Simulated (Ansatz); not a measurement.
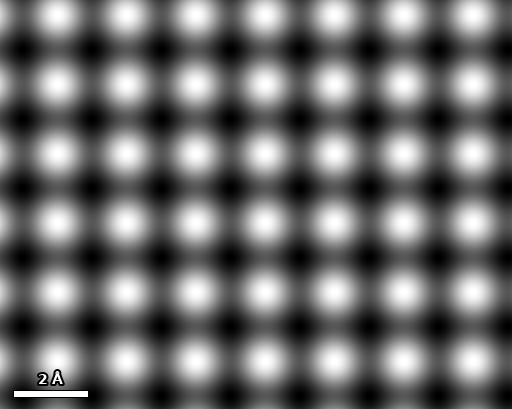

An image along [001] of one of the structures below (computed or model cells, partly hypothetical, each in its standard cell). Simulated as the projected potential of neutral atoms (B = 0.5 Å²) blurred by a 0.91 Å probe, the thin-sample limit of integrated differential phase contrast. The display is stretched by a gamma of 0.8; percentages refer to the linear signal.

A. B
Space group Fd-3m:1 (No. 227). a = 4.003 Å, b = 4.003 Å, c = 4.003 Å, α = 90.00°, β = 90.00°, γ = 90.00°
| atom | site | symmetry | x | y | z |
| --- | --- | --- | --- | --- | --- |
| B | 8b | -43m | 0.2500 | 0.2500 | 0.7500 |

B. B
Space group Cmcm (No. 63). a = 1.616 Å, b = 7.227 Å, c = 2.819 Å, α = 90.00°, β = 90.00°, γ = 90.00°
```tsv
atom	site	symmetry	x	y	z
B	4c	m2m	0.0000	0.6930	0.2500
```

C. B
Space group Pm-3m (No. 221). a = 1.894 Å, b = 1.894 Å, c = 1.894 Å, α = 90.00°, β = 90.00°, γ = 90.00°
| atom | site | symmetry | x | y | z |
| --- | --- | --- | --- | --- | --- |
| B | 1a | m-3m | 0.0000 | 0.0000 | 0.0000 |

D. B
Space group P6_3/mmc (No. 194). a = 1.717 Å, b = 1.717 Å, c = 21.312 Å, α = 90.00°, β = 90.00°, γ = 120.00°
| atom | site | symmetry | x | y | z |
| --- | --- | --- | --- | --- | --- |
| B | 2a | -3m. | 0.0000 | 0.0000 | 0.0000 |
| B | 2c | -6m2 | 0.3333 | 0.6667 | 0.2500 |

**Which structure was imaged?**

C, B. Along [001] the projected cells are A 1.42 × 1.42 Å, 90°; B 1.62 × 3.70 Å, 103°; C 1.89 × 1.89 Å, 90°; D 1.72 × 1.72 Å, 120°. The image repeats as C does.

Structure C: the end point of a relaxation with Ansatz 0.2.0, DFT, RPBE, plane waves (420 eV) with PAW, scalar-relativistic; the starting structure was generated, so it need not be a known form of this composition.
